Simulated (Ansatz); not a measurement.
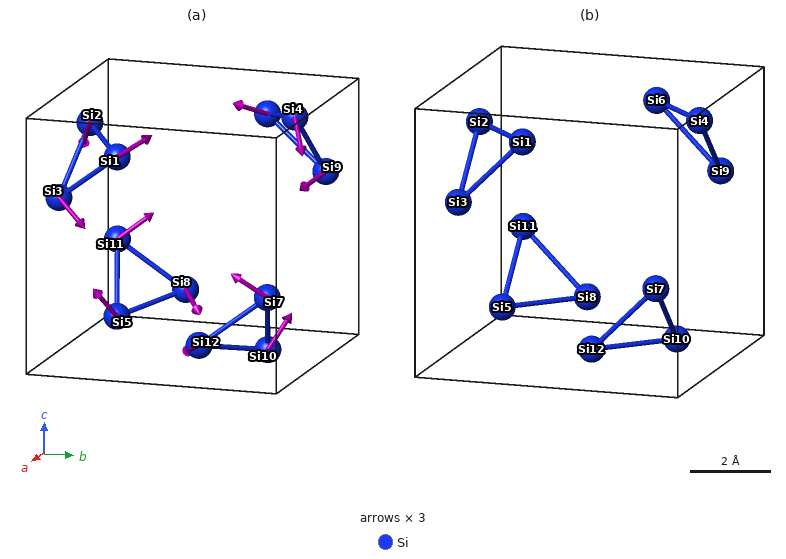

The structure of crystalline Si (a generated structure, set up in P23) (coarse preliminary run) before (left) and after (right) a relaxation, at one scale. The purple arrows give the displacements (the part carried along by the change of the cell is left out), 3 times their true length.

A ball-and-stick model of the cell of the calculation, seen slightly off an axis.

These are results of Ansatz, DFT PBE, scalar-relativistic, plane waves, PAW, not measurements.

Input file:
```yaml
crystal:
  lattice:
    - [6.58987394, 0.0, 0.0]
    - [0.0, 6.58987394, 0.0]
    - [0.0, 0.0, 6.58987394]
  atoms:
    - { symbol: Si, position: [0.91628201, 0.33631499, 0.85557501] }
    - { symbol: Si, position: [0.66368501, 0.14442499, 0.91628201] }
    - { symbol: Si, position: [0.85557501, 0.08371799, 0.66368501] }
    - { symbol: Si, position: [0.33631499, 0.85557501, 0.91628201] }
    - { symbol: Si, position: [0.33631499, 0.14442499, 0.08371799] }
    - { symbol: Si, position: [0.08371799, 0.66368501, 0.85557501] }
    - { symbol: Si, position: [0.85557501, 0.91628201, 0.33631499] }
    - { symbol: Si, position: [0.08371799, 0.33631499, 0.14442499] }
    - { symbol: Si, position: [0.14442499, 0.91628201, 0.66368501] }
    - { symbol: Si, position: [0.66368501, 0.85557501, 0.08371799] }
    - { symbol: Si, position: [0.14442499, 0.08371799, 0.33631499] }
    - { symbol: Si, position: [0.91628201, 0.66368501, 0.14442499] }
basis:
  ecutwfc: 420
kpoints:
  mp_grid: { grid: [4, 4, 4] }
hamiltonian:
  xc: pbe
scf:
  occupations: { method: gaussian, width: 0.1 }
  lower_state_search: "off"
output:
  forces: true
  stress: true
  eigenvalues: true
relax:
  adjacent_minimum: "off"
  f_tol: 0.04
  max_steps: 70
  cell: { stress_tol: 0.4 }
```

Command:
```bash
ansatz run input.yaml --threads 1 --pin off --max-ram 2560MiB --backend cpu --events-out ev --progress --plain --runs-dir out
```

Question: Describe what moved and what it gained.

Answer: The largest moves relative to the cell, 0.38 Å, are those of 12 atoms (Si1, Si2, Si3, Si4 and others). Si1 goes roughly along [−2 2 1]. The volume changes by +15.5 %, with a = b = c 6.590 → 6.913 Å (+4.9 %). Some distances before and after: Si1–Si12 2.877 → 2.508 Å, Si10–Si12 2.128 → 2.383 Å, Si1–Si8 2.200 → 2.426 Å, Si1–Si6 2.423 → 2.505 Å. Bond angles that change, for instance: Si2–Si5–Si11 152.3° → 178.1°, Si2–Si5–Si8 141.4° → 121.1°, Si4–Si5–Si11 103.3° → 119.9°. The space group (tolerance 0.01 Å) goes from P23 (No. 195) to P-43m (No. 215). After 4 accepted moves (5 points after the start) the energy has fallen by 417 meV per atom. The largest force component goes from 3.6 to 0.008 eV/Å. Pressure: 18.41 GPa at the start and 0.22 GPa at the end. The SCF was repeated once at an unchanged geometry on a basis and grid sized afresh for the cell, which shifted the energy by 0.9 meV per atom at most.
